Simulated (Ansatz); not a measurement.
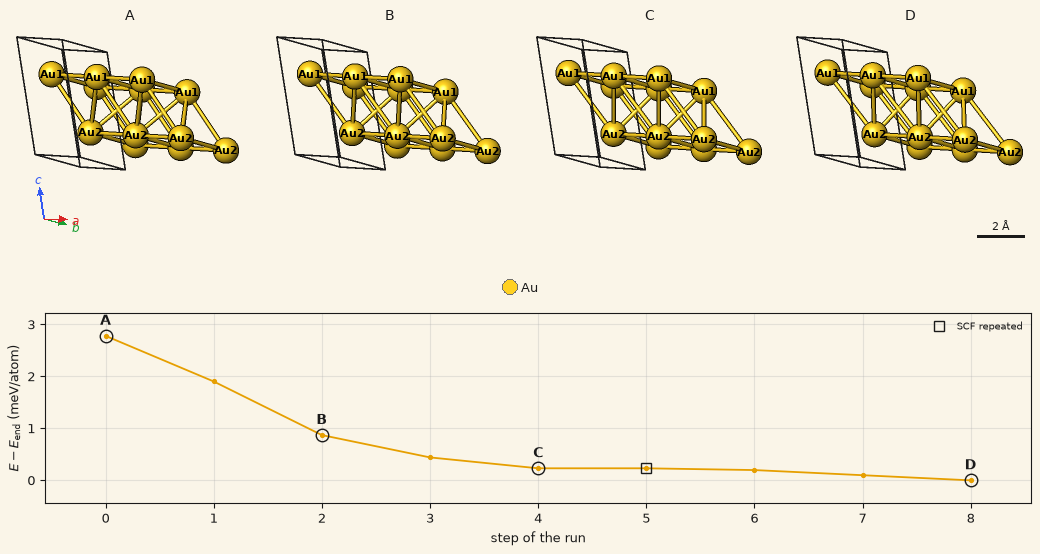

Frames of a relaxation of solid Au (set up in P-1), marked on the history of the run. Style: ball-and-stick. Shown: the cell of the calculation, repeated 3 × 2 × 1 with one cell outlined, from a free direction.

Case: the database's cell, atoms relaxed.

Computed with Ansatz, DFT r2SCAN, scalar-relativistic, plane waves, PAW. (plane-wave cutoff 500 eV; k-point mesh 16 × 16 × 8; occupations gaussian; smearing width 0.1 eV; no spin polarisation; atoms relaxed in a fixed cell; force threshold 0.01 eV/Å; at most 40 steps)

**Describe the path.**

The run was cut off at its time limit before the relaxation converged, so the last structure is only a point on the way. The energy falls by 2.8 meV per atom in 7 accepted moves (8 points after the start). Largest force component: 0.034 eV/Å at the start, 0.028 eV/Å at the end. 1 step only repeated the SCF at the same geometry. The forces were under the threshold at step 4, but the run went on from there. The largest moves, 0.21 Å, are those of Au1 and Au2. Au1 goes roughly along [−3 −1 1]. The cell doesn't change. Some distances before and after: Au1–Au2 3.052 → 3.390 Å, Au1–Au2 (another image) 3.001 → 3.211 Å, Au1–Au2 (another image) 2.917 → 2.779 Å, Au1–Au2 (another image) 2.982 → 2.996 Å. The space group stays P-1 (No. 2). Cost: 6.4 min on 1 thread of Intel(R) Xeon(R) 6975P-C (Granite Rapids), with other jobs on the host, peak memory 1.2 GiB. From step 0 to 2: Au atoms move most (0.08 Å), energy −1.9 meV per atom. From step 2 to 4: Au atoms move most (0.07 Å), energy −0.6 meV per atom. From step 4 to 8: Au atoms move most (0.07 Å), energy −0.2 meV per atom.
